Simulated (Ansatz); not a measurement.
Run report: MoSi2, single-point calculation

- system: MoSi2 (slab, 9 atoms in the cell)
- method: DFT PBE, scalar-relativistic, plane waves, PAW, no spin polarisation (Ansatz 0.2.0)

The structure derives from an entry of the Crystallography Open Database. It belongs to a series of runs on one base structure; here: (0 0 1) slab cut from the bulk. Figures and captions count atoms from 1; the log counts them from 0 in places.

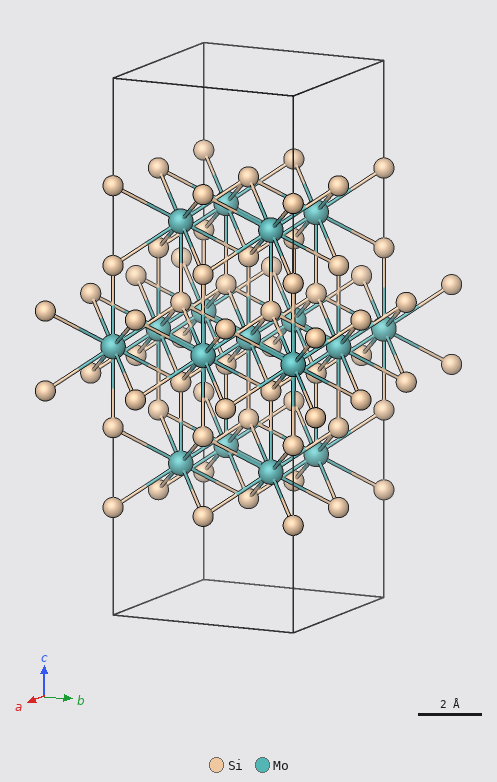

Figure 1. The structure as given in the input (ball-and-stick view of the 2 × 2 repeat of the cell, with the vacuum cut short, seen slightly off an axis; bonded neighbours outside the cell are drawn too). An atom can appear more than once, as a periodic image.

**The input**
```yaml
crystal:
  lattice:
    - [3.2168473656, 0.0, 0.0]
    - [0.0, 3.2168473656, 0.0]
    - [0.0, 0.0, 25.4695555541]
  atoms:
    - { symbol: Si, position: [0.0, 0.0, 0.2944692138] }
    - { symbol: Mo, position: [0.5, 0.5, 0.3454425326] }
    - { symbol: Si, position: [0.0, 0.0, 0.3964158513] }
    - { symbol: Si, position: [0.5, 0.5, 0.4490266812] }
    - { symbol: Mo, position: [0.0, 0.0, 0.5] }
    - { symbol: Si, position: [0.5, 0.5, 0.5509733188] }
    - { symbol: Si, position: [0.0, 0.0, 0.6035841487] }
    - { symbol: Mo, position: [0.5, 0.5, 0.6545574674] }
    - { symbol: Si, position: [0.0, 0.0, 0.7055307862] }
basis:
  ecutwfc: 420
kpoints:
  mp_grid: { grid: [11, 11, 1] }
hamiltonian:
  xc: pbe
scf:
  occupations: { method: gaussian, width: 0.1 }
output:
  forces: true
  stress: true
  eigenvalues: true
  write_density: true
  write_potential: true
  elf: true
  volumetric_format: npy
efield:
  axis: 3
  dipole_correction: true
  ramp_width: 0.04
```

Launch command:
```bash
ansatz run input.yaml --threads 1 --pin off --max-ram 2560MiB --backend cpu --events-out ev --progress --plain --runs-dir out
```

**Output**
```
Engine: ansatz 0.2.0, x86_64-unknown-linux-gnu
Pseudopotentials: kind: paw
Pseudopotential: Si, paw, valence charge 4, recommended cutoff 420 eV (normal), Si.paw.azcp
Pseudopotential: Mo, paw, valence charge 14, recommended cutoff 420 eV (normal), Mo.paw.azcp
Functional definition: PBE
  parameter kappa = 0.804
  parameter beta = 0.06672455060314922
  exchange = pbe_x(kappa = kappa, mu = beta*pi^2/3)
  correlation = pbe_c(beta = beta)
Crystal: 9 atoms, lattice volume = 263.562 Å³
Basis set: ecut = 420 eV, 5157 PW (Γ), exchange–correlation on 48×48×360 points (8 copies of the dense FFT grid, shifted against one another)
Bands: 42, of which v1, the nominal top of the filled ones, is band 33 counted from 1 (32 counted from 0)
Symmetry: 8 space group operations
k-points: 21 of 121
Non-local potential: Si, projectors of the file, l = 0: 2, l = 1: 2, l = 2: 2
Non-local potential: Mo, projectors of the file, l = 0: 3, l = 1: 2, l = 2: 2, l = 3: 1
PAW form: soft (Blöchl's): semilocal exchange-correlation on the pseudo side does not see the compensation charge
PAW one-centre angular grid: Si, 110 points (default); XC on 64 Gauss nodes
PAW one-centre angular grid: Mo, 590 points (default); XC on 64 Gauss nodes
Initial density: superposition of atomic densities (neutral atoms: chi_scale 0, normalization atom), corrected by the library's trained network
Initial wavefunctions: pseudopotential atomic-orbital guess
Functional: x = pbe(κ = 0.804, μ = 0.2195149727645171), c = pbe(β = 0.06672455060314922)
SCF iter   1: F=—  HF=-18684.333539 eV  |F-HF|=—  |Δ(HF+E_count)|=         —  Δρ=4.75e-3  dr2=9.11e-2  ethr=1.77e-3  p=0.000 e·Å  D=9.52e-14 V/Å  ΔV_dip=-0.00 eV  dr2_dipole=6.29e-10  V_vac-E_F(+/−)=4.95/4.95 eV  ⟨swp⟩=10.4  Hψ=5202  notcnv=0
efield: sawtooth ramp at fractional position 0.9800 (placed from the atoms, in the widest stretch of the axis that holds none; the zero of the levels goes with the place), width 0.0400; the density the first Hamiltonian is built on has a dipole p = 0.000 e·Å; the dipole correction subtracts the counter field D = 9.52e-14 V/Å, which shifts the + side's vacuum level by -0.00 eV against the − side's; the planar-averaged density in the ramp window peaks in size at 3.9e-5 e/Å³
preconditioner: auto → LDOS  [metal: Δε(μ)=0.050 eV  Ē_g=6.451 eV  σ=0.100 eV  W_gap=0.27  n_scr=44 (ndim 8)  ℏωp=14.8 eV  f_vac=0.450  D(μ)=2.55/eV (n_scr^D=10)  β→1.0]
SCF iter   2: F=—  HF=-18684.336479 eV  |F-HF|=—  |Δ(HF+E_count)|=   2.94e-3  Δρ=2.63e-3  dr2=1.17e-1  ethr=1.38e-4  p=0.000 e·Å  D=4.18e-7 V/Å  ΔV_dip=-0.00 eV  dr2_dipole=3.15e-9  V_vac-E_F(+/−)=4.55/4.55 eV  ⟨swp⟩=2.2  Hψ=1607  notcnv=0  defer=20
SCF iter   3: F=—  HF=-18684.329140 eV  |F-HF|=—  |Δ(HF+E_count)|=   7.34e-3  Δρ=1.02e-3  dr2=1.58e-2  ethr=1.38e-4  p=0.000 e·Å  D=5.01e-7 V/Å  ΔV_dip=-0.00 eV  dr2_dipole=1.96e-10  V_vac-E_F(+/−)=4.56/4.56 eV  ⟨swp⟩=2.0  Hψ=1169  notcnv=0  defer=20
SCF iter   4: F=—  HF=-18684.328017 eV  |F-HF|=—  |Δ(HF+E_count)|=   1.12e-3  Δρ=4.85e-4  dr2=1.59e-3  ethr=2.39e-5  p=0.000 e·Å  D=1.33e-6 V/Å  ΔV_dip=-0.00 eV  dr2_dipole=2.25e-11  V_vac-E_F(+/−)=4.54/4.54 eV  ⟨swp⟩=3.1  Hψ=1579  notcnv=0  defer=20
SCF iter   5: F=—  HF=-18684.327761 eV  |F-HF|=—  |Δ(HF+E_count)|=   2.55e-4  Δρ=1.28e-4  dr2=7.15e-5  ethr=2.41e-6  p=0.000 e·Å  D=8.79e-7 V/Å  ΔV_dip=-0.00 eV  dr2_dipole=8.81e-11  V_vac-E_F(+/−)=4.53/4.53 eV  ⟨swp⟩=2.1  Hψ=1157  notcnv=0  defer=20
SCF iter   6: F=—  HF=-18684.327852 eV  |F-HF|=—  |Δ(HF+E_count)|=   9.10e-5  Δρ=4.46e-5  dr2=8.32e-6  ethr=1.08e-7  p=0.000 e·Å  D=4.09e-7 V/Å  ΔV_dip=-0.00 eV  dr2_dipole=5.03e-11  V_vac-E_F(+/−)=4.52/4.52 eV  ⟨swp⟩=2.4  Hψ=1588  notcnv=0  defer=7
SCF iter   7: F=—  HF=-18684.327854 eV  |F-HF|=—  |Δ(HF+E_count)|=   1.52e-6  Δρ=1.40e-5  dr2=6.14e-7  ethr=1.26e-8  p=0.000 e·Å  D=7.76e-8 V/Å  ΔV_dip=-0.00 eV  dr2_dipole=1.81e-12  V_vac-E_F(+/−)=4.52/4.52 eV  ⟨swp⟩=3.1  Hψ=1682  notcnv=0  defer=7
SCF iter   8: F=-18684.327854 eV  HF=-18684.327854 eV  |F-HF|=2.33e-8  |Δ(HF+E_count)|=   4.09e-7  Δρ=3.40e-6  dr2=4.93e-8  ethr=1.52e-10  p=0.000 e·Å  D=2.31e-8 V/Å  ΔV_dip=-0.00 eV  dr2_dipole=1.69e-11  V_vac-E_F(+/−)=4.52/4.52 eV  ⟨swp⟩=21.4  Hψ=8487  notcnv=0
SCF 1 converged in 8 iterations: F = -18684.327854 eV  dr2 = 4.93e-8
  greatest PAW one-centre occupation: 0.998 electrons in one spin orbital (limit 2), on the Mo atom at site 7 (counted from 0), in its partial waves of l = 0
WARN: The input density's exchange-correlation potential varies sharply where the density is thin. Do not read a vacuum level from v_tot or v_xc, or from such a field of the output density. On a cell that repeats whose density bears no net charge and no dipole along the vacuum's axis use v_es (v_loc + v_h of the components); under efield.dipole_correction with no amplitude use v_es + v_field, which holds any external_charges[].barrier, or the levels of the report's work_function block, which leave it out; under a non-zero efield.amplitude the vacuum is tilted and has no level; on a cell that repeats and bears such a dipole with no correction it is tilted too, and efield.dipole_correction with no amplitude gives each side of its ramp a level where efield: is served; in a cell that repeats whose density bears a net charge (total_charge, or a fill off its count) it is curved and has none; of a slab under crystal.periodic whose density bears no net charge use v_es, which has a level on each side, short of where the two are joined; of another it falls or rises all the way out and has none; of a slab beside external_charges read slab_vacuum_level instead, which it has where they leave it neutral. The grid or the basis barely resolves most such structure, and the values can differ between equally converged runs; as a rule a tighter scf.convergence.dr2_threshold does not remove it. Where the density itself ripples (under the LDA too) a higher basis.ecutwfc lessens it. The files hold the spikes' plane waves up to the density's cutoff. Files: v_tot and the like, and their columns of v_z.tsv (output.write_potential); v_xc and the like, and their columns of v_comp_z.tsv (output.write_potential_components); where files of the output density stand in their place, no point of their own thin density is over the threshold below, and this is of outcome.potential() and, of a run that writes arrays (npy), the arrays of these names. Measured: with its Gaussian average of σ = 0.25 Å subtracted twice, the exchange-correlation potential is over 0.1 eV at 64 of the grid points where the equally averaged density (valence and model cores) is under 1e-3 e/Å³, and 0.156 eV at the most among them, at an averaged density of 1.3e-7 e/Å³. See output.write_potential in the manual, Limitations
SCF converged after 8 iterations
Free energy (F): -18684.327854 eV
Harris-Foulkes:  -18684.327854 eV  (|F-HF|=2.33e-8)
Internal energy: -18684.313837 eV  (E = F + TS)
E sigma→0 (E₀):  -18684.320846 eV
Entropy (-TS):   -0.014017 eV (-1.557 meV/atom)
Fermi energy:    4.853494 eV
Dipole field:    D = 0.000005 V/Å  (p = 0.000007 e·Å, saw-weighted, corrected)
Work function:   Φ+ = 4.5195 eV   Φ− = 4.5197 eV
Levels:          The Fermi level and band energies are counted from a zero that moves with the ramp; work functions are not
--- Per-component energies (eV) ---
  E_band       = -849.311388
  E_kinetic    = 1580.058676
  E_local      = -51629.172021  (includes V_loc(G=0)·N_el)
  E_nonlocal   = 580.405482
  E_hartree    = 25021.135223
  E_xc         = -888.445569
  E_vxc        = -976.785389  (∫ρ·V_xc dr)
  E_paw        = -12679.517020  (= ΣΔE_a)
  E_vpaw       = -446.057479  (= ΣTr[D̂ρ^β])
  E_aug_tail   = 0.000127  (compensation charges beyond the density's cutoff)
  E_efield     = 0.000000  (sawtooth field / dipole correction)
  E_vefield    = 0.000000  (∫n·V_field dr)
  E_ewald      = 19331.221266
  E_smearing   = -0.014017  (= −TS)
  E_closure    = -0.000000  (closes the sum)
  Σ components = -18684.327854   (vs F -18684.327854, Δ=0.00e0)
--- Forces (eV/Å), atoms counted from 1 ---
  atom   1  Si    -0.00000000     0.00000000     0.56493797
  atom   2  Mo    -0.00000000     0.00000000    -0.00288831
  atom   3  Si     0.00000000     0.00000000    -0.30250574
  atom   4  Si     0.00000000     0.00000000    -0.34833623
  atom   5  Mo     0.00000000     0.00000000    -0.00004587
  atom   6  Si     0.00000000     0.00000000     0.34834052
  atom   7  Si     0.00000000     0.00000000     0.30252919
  atom   8  Mo     0.00000000     0.00000000     0.00292895
  atom   9  Si     0.00000000     0.00000000    -0.56494933
  max |Σ_I F_I| component: 1.12e-5 eV/Å
--- Stress (GPa, compression-positive) ---
       -0.959614       0.000000      -0.000000
        0.000000      -0.959614       0.000000
       -0.000000       0.000000      -2.061458
  P = ⅓ Tr σ = -1.3269 GPa (-13.269 kbar)
--- Band table (eV; the first three rows and the last of 21) ---
  k-point 0: bands = ["-55.7097", "-55.7097", "-55.7030", "-29.8491", "-29.8382", "-29.8323", "-29.7835", "-29.7835", "-29.7759", "-29.7759", "-29.7759", "-29.7759", "-8.0158", "-7.2382", "-5.4258", "-4.6653", "-2.9786", "-0.8793", "-0.2679", "1.6572", "1.8823", "2.0098", "2.6816", "2.6816", "2.6900", "3.0907", "3.3526", "3.3526", "4.3102", "4.3102", "5.4068", "5.4896", "5.5156", "5.5946", "5.5946", "5.7737", "5.9187", "6.9493", "6.9493", "7.9865", "8.0699", "8.0699"]
  k-point 1: bands = ["-55.7083", "-55.7083", "-55.7016", "-29.8465", "-29.8359", "-29.8303", "-29.8030", "-29.7953", "-29.7953", "-29.7816", "-29.7741", "-29.7740", "-7.8917", "-7.1245", "-5.2964", "-4.5672", "-2.9012", "-0.8620", "-0.1783", "1.4814", "1.7139", "2.0212", "2.1957", "2.7532", "2.8506", "2.9709", "3.2174", "3.3798", "4.1104", "4.3432", "4.8094", "4.9787", "5.0087", "5.4741", "5.7704", "6.0836", "6.3145", "6.7240", "7.4620", "7.5899", "8.0365", "8.5137"]
  k-point 2: bands = ["-55.7047", "-55.7047", "-55.6980", "-29.8553", "-29.8475", "-29.8470", "-29.8388", "-29.8295", "-29.8249", "-29.7766", "-29.7691", "-29.7690", "-7.5252", "-6.7898", "-4.9231", "-4.2823", "-2.6988", "-0.9356", "0.0559", "0.6819", "1.0208", "1.9334", "1.9680", "2.6706", "2.9477", "2.9786", "3.0136", "3.3566", "3.6798", "4.1501", "4.1675", "4.3347", "4.5586", "5.4345", "5.6587", "6.1644", "6.5791", "6.8996", "7.0433", "7.7882", "8.2436", "8.4580"]
  k-point 20: bands = ["-55.6771", "-55.6771", "-55.6702", "-29.9844", "-29.9838", "-29.9752", "-29.9751", "-29.9746", "-29.9745", "-29.7879", "-29.7845", "-29.7844", "-4.0768", "-3.8405", "-3.7963", "-1.8807", "-1.3631", "-1.3088", "-0.8407", "-0.3521", "0.0079", "0.5355", "1.1496", "1.3832", "1.4780", "1.5338", "1.5778", "2.6102", "2.7782", "3.0694", "3.3713", "3.4715", "3.6825", "5.0585", "6.1338", "6.8137", "7.1319", "7.2283", "7.3289", "7.8395", "8.6062", "8.6113"]
```

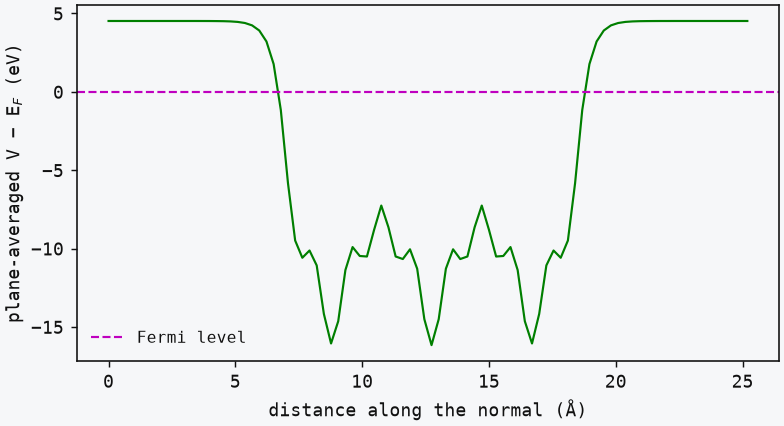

Figure 2. Plane average of the electrostatic potential energy of an electron across the cell, from the Fermi level. The vacuum level lies 4.52 eV above the Fermi level.

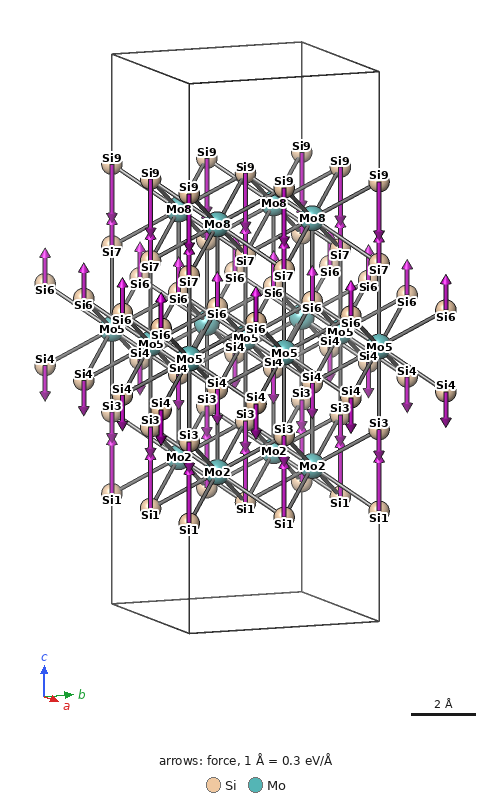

Figure 3. Forces on the atoms as pink arrows (ball-and-stick view of the 2 × 2 repeat of the cell, with the vacuum cut short, seen slightly off an axis; bonded neighbours outside the cell are drawn too; atoms are numbered from 1 in the order of the input); the smallest are left out. The largest act on Si1, Si9 (0.56 eV/Å); Si4, Si6 (0.35 eV/Å); Si3, Si7 (0.30 eV/Å). The geometry is not a stationary point of this energy.

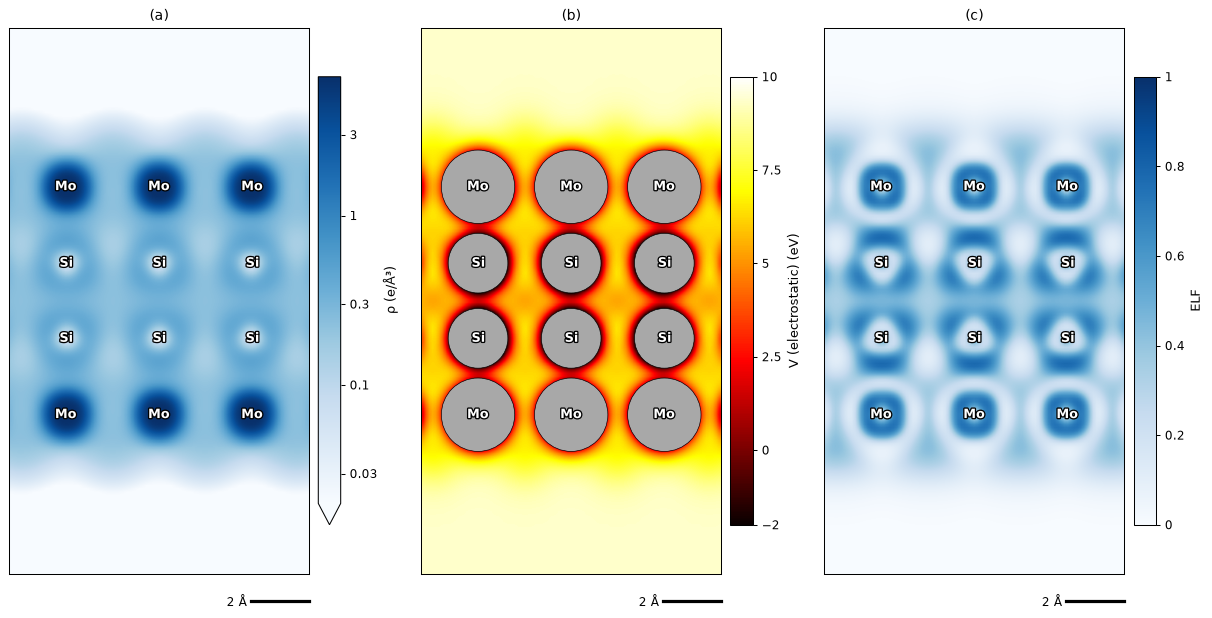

Figure 4. (a) valence electron density; (b) electrostatic potential energy of an electron; (c) ELF on the (010) plane of the calculation cell, a cut from vacuum to vacuum. Grey discs, where drawn, cover atomic cores. The section cuts through Mo and Si sites. Si–Mo (2.64 Å): the density is about 0.39 e/Å³ at the midpoint; the ELF is about 0.40 at the midpoint. The density dies away to nearly zero in the vacuum. The strong features right at Mo lie inside the PAW spheres (semicore, d or f shells) and say nothing about bonding. In a PAW calculation such maps are meaningful between the atoms, not at the nuclei.

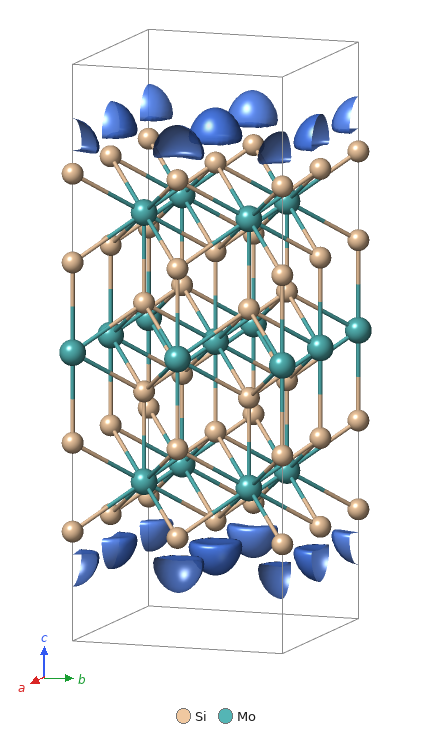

Figure 5. Isosurface of the electron localisation function at 0.85 (blue), seen slightly off an axis. Only the valence region is drawn (cores and ρ < 0.01 e/Å³ removed). Sticks mark near contacts. Profiles from the grid: Si–Mo (2.62 Å): the ELF is about 0.40 at the midpoint.

**Summary**

| quantity | value |
| --- | --- |
| outcome | converged |
| electrons treated | 66 |
| free energy | −18684.3279 eV |
| work function, top face | 4.52 eV |
| work function, bottom face | 4.52 eV |
| Fermi energy | 4.853 eV |
| gap on the k-point mesh | none (metallic) |
| work function (upper face) | 4.52 eV |
| largest force (length of the vector) | 0.565 eV/Å |
| hardware | 1 thread of Intel Xeon @ 2.70GHz, 189 GiB of memory available, shared host |
| wall time | 44 s |
| peak memory | 0.53 GiB |

**Notes**

The program warns: the exchange-correlation potential is rough where the density is thin.
